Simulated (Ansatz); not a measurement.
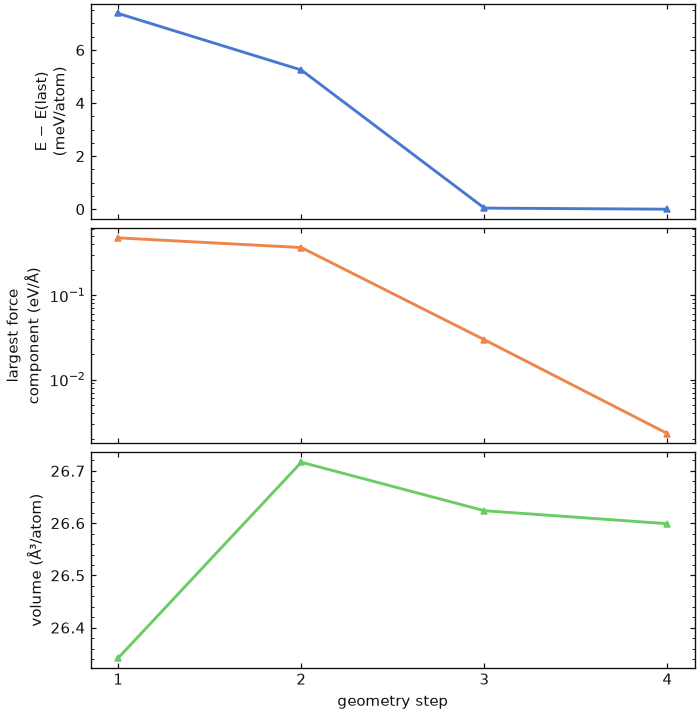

History of a geometry optimisation. Atoms and cell relax. A closing SCF on a freshly chosen basis isn't drawn.

Mg3Sb2 (P-3m1, 5 atoms in the cell); DFT, PBE, plane waves, PAW in Ansatz; cutoff 420 eV, 6×6×4 k-mesh, Fermi–Dirac smearing of 0.02 eV.

How did the optimisation end?

Answer. The optimisation met its thresholds at geometry 4, counting the start as the first. The energy fell by about 7.4 meV/atom from the first step to the last. The largest force component goes from about 0.48 eV/Å at the start to 2.3 × 10⁻³ eV/Å at the end.

What happens to the cell?

Answer. The volume grows from 26.34 to 26.60 Å³ per atom (+1.0 %), overshooting to 26.72 at step 2. The start was compressed.
